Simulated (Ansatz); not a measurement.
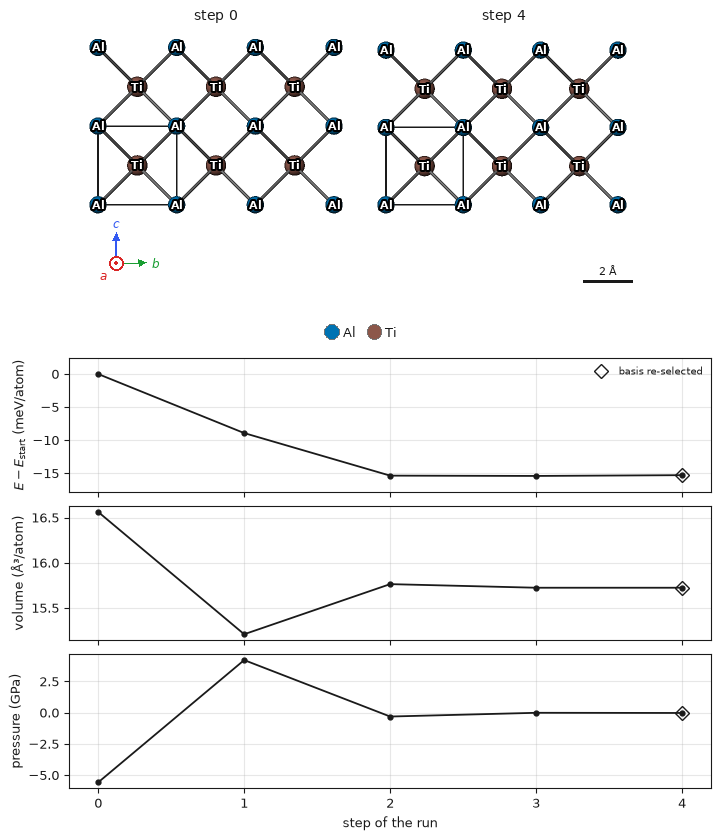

First and last geometry of a relaxation of crystalline TiAl (set up in Pm-3m), with the history of the run. A ball-and-stick model of the cell of the calculation, repeated 1 × 3 × 2 with one cell outlined, seen along the a axis.

Case: superlattice of 1 and 1 planes along [1 1 1].

Theory: Ansatz 0.2.0, DFT PBEsol, scalar-relativistic, plane waves, PAW. (plane-wave cutoff 420 eV; k-point mesh 12 × 12 × 12; occupations gaussian; smearing width 0.1 eV; no spin polarisation; cell and atoms relaxed; force threshold 0.01 eV/Å; at most 45 steps)

Q: Did the run converge, and what did it change?

A: It converged. No atom moves by more than 0.005 Å relative to the cell. Cell: a = b = c 3.212 → 3.156 Å (−1.7 %). Volume −5.1 %. Some distances before and after: Ti–Ti 3.212 → 3.156 Å, Al–Ti 2.781 → 2.734 Å. The space group stays Pm-3m (No. 221). The energy falls by 15.3 meV per atom in 3 accepted moves (4 points after the start). All forces vanish by symmetry, so only the cell relaxes. Pressure: −5.57 GPa at the start and −0.02 GPa at the end. At 1 point the geometry stayed and the basis and grid were re-selected for the new cell (energy shift of 0.1 meV per atom at most each time). Cost: 4.6 s on 2 threads of Arm Neoverse V2, with other jobs on the host, peak memory 0.34 GiB.

```tsv
step	E − E(0), meV/atom	pressure, GPa	volume, Å³/atom	note
0	0.00	-5.57	16.563	
1	-8.92	4.21	15.209	
2	-15.35	-0.30	15.764	
3	-15.40	0.00	15.724	
4	-15.28	-0.02	15.724	same geometry, new basis
```
